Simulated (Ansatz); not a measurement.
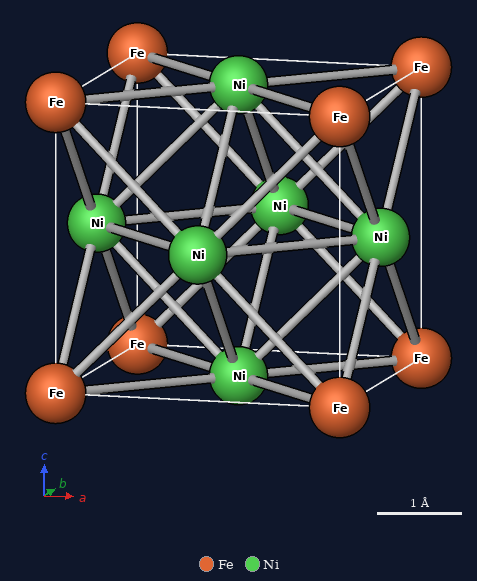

Normal modes of a crystal of FeNi₃, space group Pm-3m (No. 221), at the zone centre. A ball-and-stick model of the cell of the calculation, seen slightly off an axis.

Level of theory: DFT PBE, scalar-relativistic, plane waves, PAW in Ansatz.

Input file:
```yaml
crystal:
  lattice:
    - [3.5446221874, 0.0, 0.0]
    - [0.0, 3.5446221874, 0.0]
    - [0.0, 0.0, 3.5446221874]
  atoms:
    - { symbol: Fe, position: [0.0, 0.0, 0.0], spin: -3.2 }
    - { symbol: Ni, position: [0.0, 0.5, 0.5], spin: -0.76 }
    - { symbol: Ni, position: [0.5, 0.0, 0.5], spin: -0.76 }
    - { symbol: Ni, position: [0.5, 0.5, 0.0], spin: -0.76 }
basis:
  ecutwfc: 420
kpoints:
  mp_grid: { grid: [14, 14, 14] }
hamiltonian:
  xc: pbe
scf:
  occupations: { method: gaussian, width: 0.2 }
output:
  eigenvalues: true
  populations: true
magnetization:
  spin_polarized: true
phonons:
  method: dfpt
  eigenvectors: true
```

Run as
```bash
ansatz run input.yaml --threads 1 --pin off --max-ram 2560MiB --backend cpu --events-out ev --progress --plain --runs-dir out
```

The frequencies depend somewhat on the k-mesh and the smearing.

### Give the spectrum at this point.

The calculation's cell holds 4 atoms, so there are 9 optical modes, in 3 levels. The optical modes span T₂u + 2T₁u. No level is unstable.

```
level  symmetry  frequency (cm⁻¹)         activity
    1       T₂u               199           silent
    2       T₁u               203  infrared-active
    3       T₁u               270  infrared-active
```

The crystal is a metal, so free carriers screen the infrared response.

The displacement patterns (one member of each degenerate set):

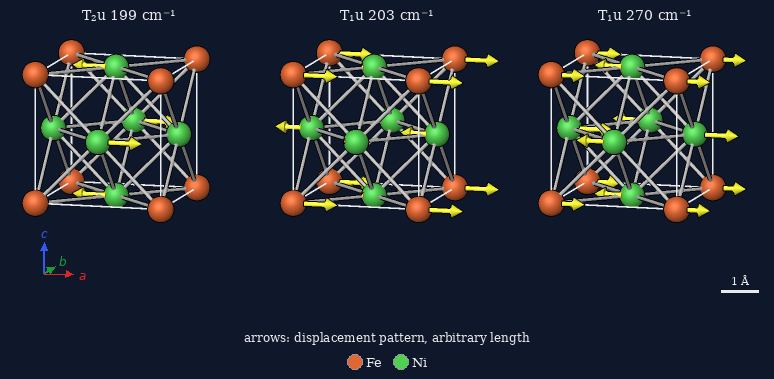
